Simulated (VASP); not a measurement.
# HgSb with rSCAN + D4: from relaxation to properties, part 2 of 3

Wanted: the relaxed cell of HgSb and its properties. The cell is invented: it takes the structure of a Materials Project entry for MgSb (space group 166 there), with some of its atoms replaced by other elements, volume scaled by an estimate. It may not be a known or stable phase.

VASP 6.6.1, plane waves and PAW; the level of theory is named at each step.

Still holding for the runs below: This run has no spin polarisation. Its electron count is odd, so without a moment it is a metal by construction.

So far. Step 2 (Full relaxation (rSCAN + D4)): It ends with forces that vanish by symmetry and a pressure of -0.03 GPa. Step 3 (Second relaxation): It ends with forces that vanish by symmetry and a pressure of 0.01 GPa. The volume moved by under 0.01 %: the run met its threshold at the first step. The relaxed cell has a = 4.047, c = 11.158 Å (conventional setting).

### 4. Single point with fields (rSCAN + D4)

Level of this step: rSCAN with D4; plane waves and PAW (Hg, Sb); invented cell (VASP).

A single point on the relaxed cell gives a clean self-consistent state, with density, ELF and potential written out.

Input file INCAR:

```
SYSTEM = HgSb
PREC = Accurate
ENCUT = 400
EDIFF = 1E-06
NELM = 100
ISMEAR = 0
SIGMA = 0.05
LREAL = .FALSE.
ALGO = Normal
METAGGA = RSCAN
IVDW = 13
VDW_S6 = 1
VDW_S8 = 0.87728975
VDW_A1 = 0.49116966
VDW_A2 = 5.75859346
LASPH = .TRUE.
LORBIT = 11
LWAVE = .FALSE.
LCHARG = .TRUE.
ISIF = 2
LELF = .TRUE.
LVHAR = .TRUE.
```

Input file POSCAR:

```
HgSb
1.0
    2.0235248969      1.1682822931      3.7191830794
   -2.0235248969      1.1682822931      3.7191830794
    0.0000000000     -2.3365645861      3.7191830794
Hg Sb
1 1
Direct
    0.0000000000      0.0000000000      0.0000000000
    0.5000000000      0.5000000000      0.5000000000
```

Input file KPOINTS:

```
Automatic mesh
0
Gamma
7 7 7
0 0 0
```

PAW data sets: Hg and Sb (PBE family, release 64).

Run with:

```console
> mpirun -np 1 vasp_std
```

Log:

```text
[... set-up lines as in an earlier step ...]
 entering main loop
       N       E                     dE             d eps       ncg     rms          rms(c)
[... 12 cycles as in an earlier step ...]
   1 F= -.13650393E+03 E0= -.13650338E+03  d E =-.109881E-02
```

Run time: 87 s. Hardware: 1 MPI rank of Intel Xeon Platinum 8375C at 2.90GHz (Ice Lake), shared host; peak memory 0.18 GiB.

From OUTCAR (step 4):

```text
The static configuration has the point symmetry D_3d.

 Found     44 irreducible k-points:

   NELECT =      17.0000    total number of electrons

 E-fermi :   5.2011

  DFT-D4 for vdW energy calculation

  Edisp (eV):   -0.41018

[... 20 parts as in an earlier step ...]
```

This step gave:

```yaml
scf_cycles: 12
```

Valence electrons inside each PAW sphere by angular momentum. Sphere charges, by row:

| atom | s (e) | p (e) | d (e) | tot (e) |
| --- | --- | --- | --- | --- |
| Hg1 | 0.829 | 0.395 | 9.284 | 10.51 |
| Sb2 | 1.19 | 1.132 | 0.032 | 2.355 |

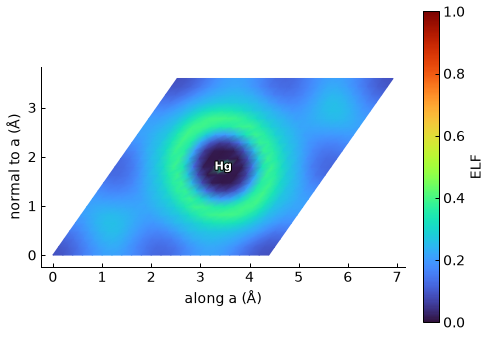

ELF in the ac plane of the cell as run, not the conventional one, at fractional y = 0.000, with atoms of Hg within 0.2 Å of it. It is the smooth field of the valence electrons, not physical close to the nuclei. The map starts off the cell's origin, so that atoms lie inside it.

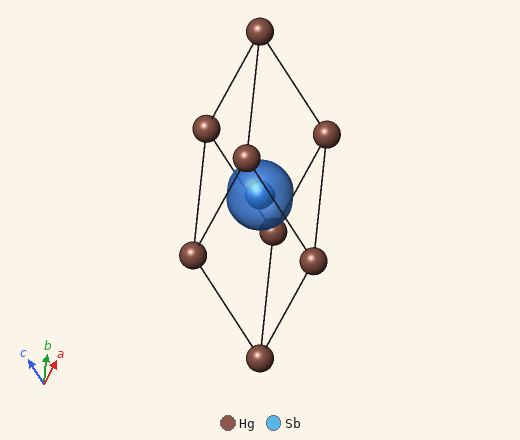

Surface of ELF = 0.75. Drawn on the cell as run, not the conventional one.

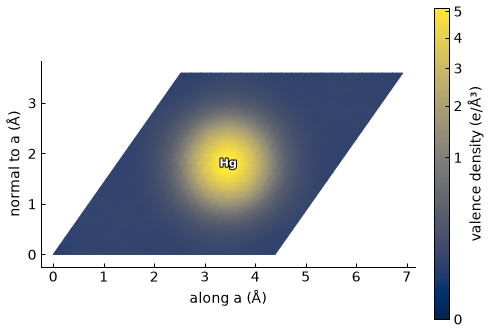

Valence density in the ac plane of the cell as run, not the conventional one, at fractional y = 0.000, with atoms of Hg within 0.2 Å of it. It is the smooth field of the valence electrons, not physical close to the nuclei. The map starts off the cell's origin, so that atoms lie inside it. The colour scale is stretched toward low values.

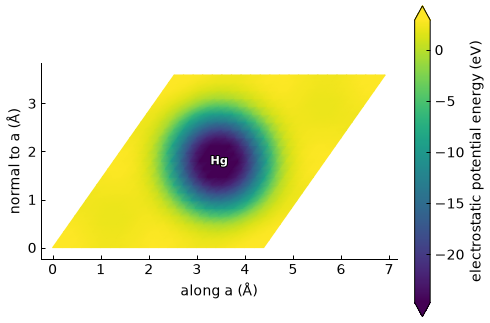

Electrostatic potential energy in the ac plane of the cell as run, not the conventional one, at fractional y = 0.000, with atoms of Hg within 0.2 Å of it. With pseudopotentials it is smooth inside the atoms' cores, unlike the true potential. The map starts off the cell's origin, so that atoms lie inside it.

In this run the pressure is 0.01 GPa, small enough to go on.

### 5. Bands along the symmetry lines (rSCAN + D4)

The mesh alone shows little of the dispersion and can miss band extrema, so KPOINTS_OPT adds a path through the symmetry points after the self-consistent cycle.

Edit INCAR of step 4 so:

```diff
@@ -18,5 +18,2 @@
 LWAVE = .FALSE.
-LCHARG = .TRUE.
-ISIF = 2
-LELF = .TRUE.
-LVHAR = .TRUE.
+LCHARG = .FALSE.
```

POSCAR is that of step 4.

KPOINTS is that of step 4.

Input file KPOINTS_OPT:

```
Line mode
16
Line-mode
Reciprocal
  0.00000000   0.00000000   0.00000000 GAMMA
  0.50000000   0.00000000   0.00000000 L

  0.50000000   0.00000000   0.00000000 L
  0.50000000   0.23244900  -0.23244900 B1

  0.76755100   0.50000000   0.23244900 B
  0.50000000   0.50000000   0.50000000 Z

  0.50000000   0.50000000   0.50000000 Z
  0.00000000   0.00000000   0.00000000 GAMMA

  0.00000000   0.00000000   0.00000000 GAMMA
  0.36622450   0.00000000  -0.36622450 X

  0.63377550   0.36622450   0.00000000 Q
  0.50000000   0.50000000   0.00000000 F

  0.50000000   0.50000000   0.00000000 F
  0.63377550   0.63377550   0.23244900 P1

  0.63377550   0.63377550   0.23244900 P1
  0.50000000   0.50000000   0.50000000 Z

  0.50000000   0.00000000   0.00000000 L
  0.76755100   0.36622450   0.36622450 P
```

Run with:

```console
> mpirun -np 1 vasp_std
```

Log:

```text
[... set-up lines as in an earlier step ...]
 entering main loop
       N       E                     dE             d eps       ncg     rms          rms(c)
[... 12 cycles as in an earlier step ...]
   1 F= -.13650393E+03 E0= -.13650338E+03  d E =-.109881E-02
 Start KPOINTS_OPT (optional k-point list driver)
k-point batch [1-44\144]
       N       E                     dE             ncg
DAV:   1     0.315708221319E+04   -0.14085E+05     1064
DAV:   2    -0.846730959272E+03   -0.40038E+04     1160
DAV:   3    -0.985094801893E+03   -0.13836E+03     1216
DAV:   4    -0.986219587834E+03   -0.11248E+01     1240
DAV:   5    -0.986235051817E+03   -0.15464E-01     1308
DAV:   6    -0.986235245294E+03   -0.19348E-03     1284
DAV:   7    -0.986235249658E+03   -0.43646E-05     1020
DAV:   8    -0.986235249853E+03   -0.19517E-06      876
[...]
k-point batch [133-144\144]
       N       E                     dE             ncg
DAV:   1     0.155932888146E+05   -0.50551E+04      296
DAV:   2     0.145790305486E+05   -0.10143E+04      320
DAV:   3     0.145475522778E+05   -0.31478E+02      348
DAV:   4     0.145473940153E+05   -0.15826E+00      320
DAV:   5     0.145473922051E+05   -0.18102E-02      336
DAV:   6     0.145473921730E+05   -0.32093E-04      336
DAV:   7     0.145473921723E+05   -0.64563E-06      248
```

Wall time 3.1 min (1 MPI rank); peak memory 0.18 GiB.

Parts of OUTCAR (step 5):

```text
   NELECT =      17.0000    total number of electrons

 E-fermi :   5.2011

  DFT-D4 for vdW energy calculation

  Edisp (eV):   -0.41018

[... 20 parts as in an earlier step ...]

[... 2 further parts left out ...]
```

Spin-orbit coupling is off here; with elements this heavy it splits and shifts levels by tenths of an eV or more.

Electronic bands along the path, in eV, zero at the Fermi level; # counts the bands kept:

| point | #4 | #5 | #6 | #7 | #8 | #9 |
| --- | --- | --- | --- | --- | --- | --- |
| Γ | -7.58 | -7.58 | -0.72 | 0.53 | 0.76 | 0.76 |
| L | -7.50 | -7.34 | -5.96 | 1.16 | 1.44 | 2.70 |
| B1 | -7.35 | -6.13 | -4.73 | -3.43 | -3.18 | 2.85 |
| jump to B | -7.35 | -6.13 | -4.73 | -3.43 | -3.18 | 2.85 |
| Z | -7.46 | -7.46 | -6.62 | 1.89 | 1.89 | 4.26 |
| Γ | -7.58 | -7.58 | -0.72 | 0.53 | 0.76 | 0.76 |
| X | -7.40 | -6.32 | -4.95 | -3.72 | -1.24 | 0.47 |
| jump to Q | -7.40 | -6.32 | -4.95 | -3.72 | -1.24 | 0.47 |
| F | -7.31 | -6.04 | -4.56 | -2.69 | -2.43 | -1.44 |
| P1 | -7.34 | -6.34 | -5.10 | -3.96 | -0.69 | 0.54 |
| Z | -7.46 | -7.46 | -6.62 | 1.89 | 1.89 | 4.26 |
| jump to L | -7.50 | -7.34 | -5.96 | 1.16 | 1.44 | 2.70 |
| P | -7.34 | -6.34 | -5.10 | -3.96 | -0.69 | 0.54 |

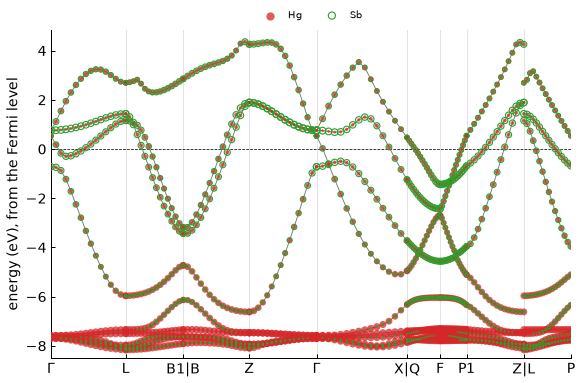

Electronic bands along the path; dots are coloured as in the legend, and their area grows with the weight.

There is no gap at this level.

### 6. Density of states (rSCAN + D4)

A density of states needs more k-points than a total energy; ISMEAR = -5 takes tetrahedra, and LORBIT projects the states on the PAW spheres. The mesh is finer than in the run before.

Edit INCAR of step 5 so:

```diff
@@ -5,3 +5,3 @@
 NELM = 100
-ISMEAR = 0
+ISMEAR = -5
 SIGMA = 0.05
@@ -19 +19,2 @@
 LCHARG = .FALSE.
+NEDOS = 2001
```

POSCAR is that of step 5.

Input file KPOINTS:

```
Automatic mesh
0
Gamma
10 10 10
0 0 0
```

Run with:

```console
> mpirun -np 1 vasp_std
```

Log:

```text
[... set-up lines as in an earlier step ...]
 entering main loop
       N       E                     dE             d eps       ncg     rms          rms(c)
DAV:   1    -0.462875163665E+02   -0.46288E+02   -0.65576E+03  2832   0.995E+02
DAV:   2    -0.137635667208E+03   -0.91348E+02   -0.86836E+02  3044   0.261E+02
DAV:   3    -0.140628359892E+03   -0.29927E+01   -0.29584E+01  3340   0.525E+01
DAV:   4    -0.140643879988E+03   -0.15520E-01   -0.15645E-01  3080   0.368E+00
DAV:   5    -0.140644025751E+03   -0.14576E-03   -0.14735E-03  3396   0.378E-01    0.467E+00
DAV:   6    -0.136104144597E+03    0.45399E+01   -0.27305E+00  2948   0.242E+01    0.646E+00
DAV:   7    -0.136102816867E+03    0.13277E-02   -0.70695E-02  3104   0.347E+00    0.428E+00
DAV:   8    -0.136108610673E+03   -0.57938E-02   -0.47479E-02  2860   0.292E+00    0.334E-01
DAV:   9    -0.136108343786E+03    0.26689E-03   -0.33782E-03  3268   0.836E-01    0.193E-01
DAV:  10    -0.136108263389E+03    0.80396E-04   -0.11351E-03  2924   0.416E-01    0.427E-02
DAV:  11    -0.136108244001E+03    0.19389E-04   -0.95559E-05  2972   0.967E-02    0.147E-02
DAV:  12    -0.136108249816E+03   -0.58150E-05   -0.42539E-06  3344   0.297E-02    0.944E-03
DAV:  13    -0.136108245601E+03    0.42148E-05   -0.18243E-06  1676   0.210E-02    0.218E-03
DAV:  14    -0.136108244428E+03    0.11728E-05   -0.38014E-07  1476   0.741E-03    0.675E-04
DAV:  15    -0.136108244406E+03    0.21569E-07   -0.48012E-08  1488   0.315E-03
   1 F= -.13651842E+03 E0= -.13651842E+03  d E =0.000000E+00
 -----------------------------------------------------------------------------
|                                                                             |
|           W    W    AA    RRRRR   N    N  II  N    N   GGGG   !!!           |
|           W    W   A  A   R    R  NN   N  II  NN   N  G    G  !!!           |
|           W    W  A    A  R    R  N N  N  II  N N  N  G       !!!           |
|           W WW W  AAAAAA  RRRRR   N  N N  II  N  N N  G  GGG   !            |
|           WW  WW  A    A  R   R   N   NN  II  N   NN  G    G                |
|           W    W  A    A  R    R  N    N  II  N    N   GGGG   !!!           |
|                                                                             |
|     Tetrahedron method does not include variations of the Fermi             |
|     occupations, so forces and stress will be inaccurate. We suggest        |
|     using a different smearing scheme ISMEAR = 1 or 2 for metals in         |
|     relaxations.                                                            |
|                                                                             |
 -----------------------------------------------------------------------------
```

Wall time 3.7 min (1 MPI rank); peak memory 0.21 GiB.

OUTCAR, selected parts (step 6):

```text
   k-points           NKPTS =    116   k-points in BZ     NKDIM =    116   number of bands    NBANDS=     12

   NELECT =      17.0000    total number of electrons

 E-fermi :   5.1221

 k-point     1 :       0.0000    0.0000    0.0000
  band No.  band energies     occupation
    ...
      3      -2.4823      2.00000
      4      -2.4823      2.00000
      5      -2.3877      2.00000
      6      -2.3877      2.00000
      7       4.4808      2.00000
      8       5.7346     -0.38598
      9       5.9662      0.00000
     10       5.9662      0.00000
     11      12.6007      0.00000
     12      13.4058      0.00000

  DFT-D4 for vdW energy calculation

  Edisp (eV):   -0.41018

  Total       0.01771     0.01771    -0.14364     0.00000    -0.00000     0.00000
  in kB       0.53781     0.53781    -4.36246     0.00000    -0.00000     0.00000
  external pressure =       -1.10 kB  Pullay stress =        0.00 kB

 POSITION                                       TOTAL-FORCE (eV/Angst)
 -----------------------------------------------------------------------------------
      0.00000      0.00000      0.00000        -0.000000      0.000000      0.000000
      0.00000      0.00000      5.57877         0.000000     -0.000000      0.000000
 -----------------------------------------------------------------------------------
    total drift:                                0.000000      0.000000      0.000000

  FREE ENERGIE OF THE ION-ELECTRON SYSTEM (eV)
  ---------------------------------------------------
  free  energy   TOTEN  =      -136.5184205869 eV

  energy  without entropy=     -136.5184205869  energy(sigma->0) =     -136.51842059

[... 6 parts as in an earlier step ...]

[... 10 further parts left out ...]
```

With tetrahedra the forces and stress of a metal are not exact derivatives of the energy.

This step gave:

* SCF cycles: 15
* irreducible k-points: 116
* free energy (TOTEN): -136.5184 eV
* Fermi energy: 5.122 eV
* pressure: -0.1096 GPa
* DOS at the Fermi level: 0.9676 states/eV/cell

The density of states has structure finer than the step of the table below, so its rows give means over 1 eV, whole bins alone (the curve runs from -12.0 to 4.29 eV). Peaks (eV: height): total -10.1: 3.79, -7.6: 24.2, -7.4: 15.0; Hg d -7.6: 21.4, -7.4: 13.9; Sb s -10.1: 1.63.

States under -12.0 eV and over 4.3 eV are left out. The density of states by energy, zero at the Fermi level; means over each step; values in states/eV/cell:

| energy (eV) | total | Hg d | Sb s |
| --- | --- | --- | --- |
| -11 | 0.486 | 0.0178 | 0.199 |
| -10 | 1.47 | 0.253 | 0.627 |
| -9 | 0 | 0 | 0 |
| -8 | 5.81 | 4.96 | 0.0156 |
| -7 | 3.99 | 3.54 | 0.0746 |
| -6 | 0.534 | 0.230 | 0.0505 |
| -5 | 0.974 | 0.122 | 0.0543 |
| -4 | 0.582 | 0.0512 | 0.0616 |
| -3 | 0.641 | 0.0372 | 0.0376 |
| -2 | 0.933 | 0.0512 | 0.0228 |
| -1 | 1.06 | 0.0627 | 0.0188 |
| 0 | 1.04 | 0.0671 | 0.0199 |
| 1 | 0.987 | 0.0686 | 0.0164 |
| 2 | 0.651 | 0.0335 | 0.0147 |
| 3 | 0.732 | 0.0305 | 0.0262 |

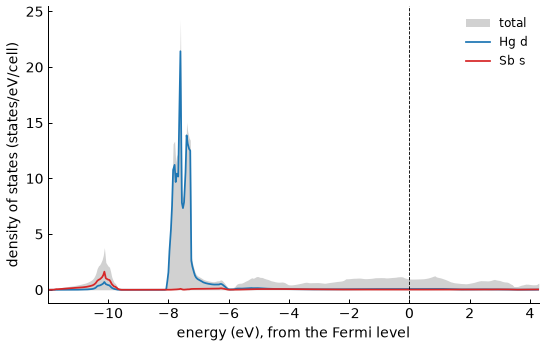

Density of states, plotted against energy.

The finer mesh and the other smearing move the Fermi level by -0.08 eV from the 7×7×7 run, one measure of the sampling error in the zero of the bands above.

### 7. A semilocal run for the hybrid's start

This step: PBE; plane waves and PAW (Hg, Sb); invented cell (VASP 6.6.1).

A hybrid converges badly from random orbitals, so a cheap semilocal run writes a WAVECAR on the same mesh first.

Input file INCAR:

```
SYSTEM = HgSb
PREC = Accurate
ENCUT = 400
EDIFF = 1E-05
NELM = 100
ISMEAR = 0
SIGMA = 0.05
LREAL = .FALSE.
ALGO = Normal
GGA = PE
LORBIT = 11
LWAVE = .TRUE.
LCHARG = .FALSE.
```

POSCAR is that of step 6.

Input file KPOINTS:

```
Automatic mesh
0
Gamma
4 4 4
0 0 0
```

Run with:

```console
> mpirun -np 1 vasp_std
```

Log:

```text
[banner, memory and clock lines left out]
running    1 mpi-ranks, on    1 nodes
 distrk:  each k-point on    1 cores,    1 groups
 distr:  one band on    1 cores,    1 groups

 POSCAR found type information on POSCAR HgSb
 POSCAR found :  2 types and       2 ions
 LDA part: xc-table for (Slater+PW92), standard interpolation
 POSCAR, INCAR and KPOINTS ok, starting setup
 FFT: planning ... GRIDC
 FFT: planning ... GRID_SOFT
 FFT: planning ... GRID
 WAVECAR not read
 entering main loop
       N       E                     dE             d eps       ncg     rms          rms(c)
DAV:   1     0.922049404126E+02    0.92205E+02   -0.64818E+03   312   0.982E+02
DAV:   2    -0.979614149790E+00   -0.93185E+02   -0.88357E+02   348   0.258E+02
DAV:   3    -0.420785110926E+01   -0.32282E+01   -0.31698E+01   376   0.537E+01
DAV:   4    -0.422503245436E+01   -0.17181E-01   -0.17174E-01   364   0.380E+00
DAV:   5    -0.422518800939E+01   -0.15556E-03   -0.15555E-03   376   0.383E-01    0.460E+00
DAV:   6    -0.400255162935E+01    0.22264E+00   -0.69934E-01   336   0.117E+01    0.396E+00
DAV:   7    -0.399898437399E+01    0.35673E-02   -0.68478E-02   348   0.214E+00    0.220E+00
DAV:   8    -0.399751480755E+01    0.14696E-02   -0.55857E-03   344   0.103E+00    0.159E-01
DAV:   9    -0.399742976116E+01    0.85046E-04   -0.84827E-04   384   0.399E-01    0.348E-02
DAV:  10    -0.399744506977E+01   -0.15309E-04   -0.69667E-05   340   0.102E-01    0.185E-02
DAV:  11    -0.399744548713E+01   -0.41736E-06   -0.42828E-06   200   0.167E-02
   1 F= -.39974455E+01 E0= -.39960612E+01  d E =-.276863E-02
 writing wavefunctions
```

Run time: 6.4 s. Hardware: 1 MPI rank; peak memory 0.16 GiB.

From OUTCAR (step 7):

```text
   k-points           NKPTS =     13   k-points in BZ     NKDIM =     13   number of bands    NBANDS=     12

   NELECT =      17.0000    total number of electrons

 E-fermi :   5.5381

 k-point     1 :       0.0000    0.0000    0.0000
  band No.  band energies     occupation
    ...
      3      -1.9929      2.00000
      4      -1.9929      2.00000
      5      -1.9010      2.00000
      6      -1.9010      2.00000
      7       4.7407      2.00000
      8       5.5943      0.11205
      9       6.1789      0.00000
     10       6.1789      0.00000
     11      12.3534      0.00000
     12      13.0348      0.00000

  Total        0.8672471      0.8672466     -0.1538593      0.0000000     -0.0000000      0.0000000
  in kB       26.3389389     26.3389230     -4.6728224      0.0000000     -0.0000000      0.0000000
  external PRESSURE =      16.0016798 kB  Pullay stress =       0.0000000 kB

  FREE ENERGIE OF THE ION-ELECTRON SYSTEM (eV)
  ---------------------------------------------------
  free  energy   TOTEN  =        -3.9974454871 eV

  energy  without entropy=       -3.9946768600  energy(sigma->0) =       -3.99606117

[... 7 parts as in an earlier step ...]

[... 10 further parts left out ...]
```

This step gave:

```yaml
scf_cycles: 11
irreducible_k_points: 13
free_energy_toten: -3.997 eV
energy_at_zero_smearing: -3.996 eV
fermi_energy: 5.538 eV
pressure: 1.600 GPa
```

The run ends at a pressure of 1.60 GPa.

(Part 2 of 3 ends here.)

[Lines on the potential files, build, host, timing and source positions are cut from VASP's logs without a mark.]

[Logs are printed without paths, hosts, clocks, repeated set-up lines and the standing remarks that a program may print on its own settings, such as how far it seeks lower states.]

[Hosts, paths, dates, database ids (printed as entryN), source tags and the programs' standing remarks are cut or masked in the printed files.]

[A measured line is paired with the nearest computed mode of its activity, which favours agreement.]
